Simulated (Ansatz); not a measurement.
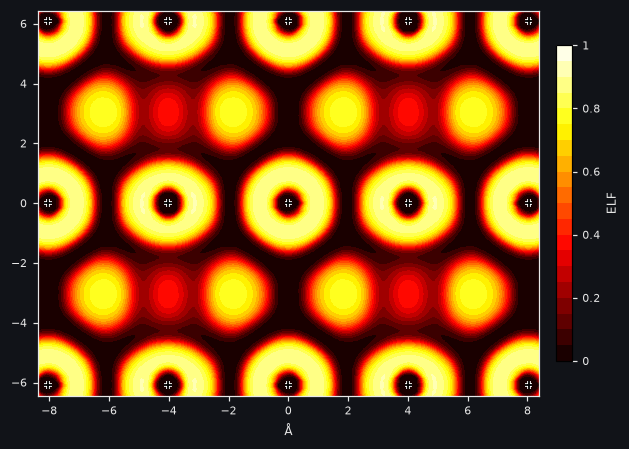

The ELF on a plane through atoms (crosses mark nuclei in the plane).

Computed with DFT PBE, scalar-relativistic, plane waves, PAW (Ansatz 0.2.0).

Candidates:
A. Te$_{2}$Pt (slab), a = 4.07 Å, b = 4.07 Å, c = 62.01 Å, α = 90.00°, β = 90.00°, γ = 120.00°. 
B. CsPb$_{2}$Br$_{5}$, a = 8.61 Å, b = 8.61 Å, c = 16.07 Å, α = 90.00°, β = 90.00°, γ = 90.00°. Space group I4/mcm; a structure from a database of computed crystals, not necessarily the ambient phase.

Question: Which candidate gave the map?

Answer: Candidate B: CsPb$_{2}$Br$_{5}$ on the (110) plane of the conventional cell, which holds Cs and Br. Cs–Br (4.02 Å): the ELF is about 0 at the midpoint; an ionic contact with no shared pair.
